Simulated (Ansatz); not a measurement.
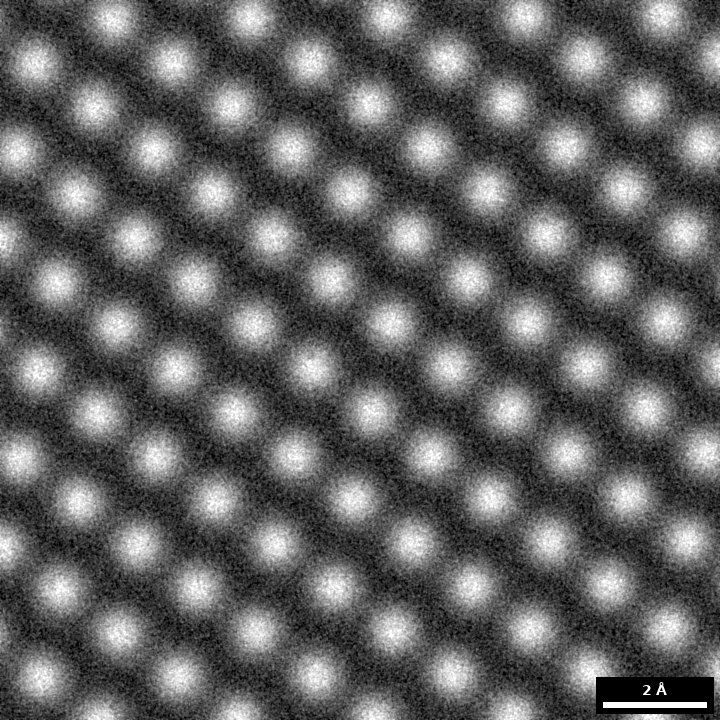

Integrated-DPC-like image of a crystal. Simulated as the projected potential of neutral atoms (B = 0.8 Å²) blurred by a 0.53 Å probe, the thin-sample limit of integrated differential phase contrast. The display is stretched by a gamma of 0.8; percentages refer to the linear signal. Shot noise was added.

Q: Give the net of the columns and its spacings.

A: The pattern repeats on a centred rectangular net of 1.4 × 3.2 Å.

Q: Which plane group does this projection have?

A: c2mm: perpendicular mirror lines on a centred net, with further twofold points between them.

Q: How many columns does the smallest repeating cell hold, and how many levels of brightness?

A: 1 column in the primitive cell of 2.3 Å², all of one brightness.

The crystal is Al (Im-3m, No. 229) seen along [210]. Model: the geometry given to an electronic-structure calculation, possibly off equilibrium; the starting structure was generated, so it need not be a known form of this composition.
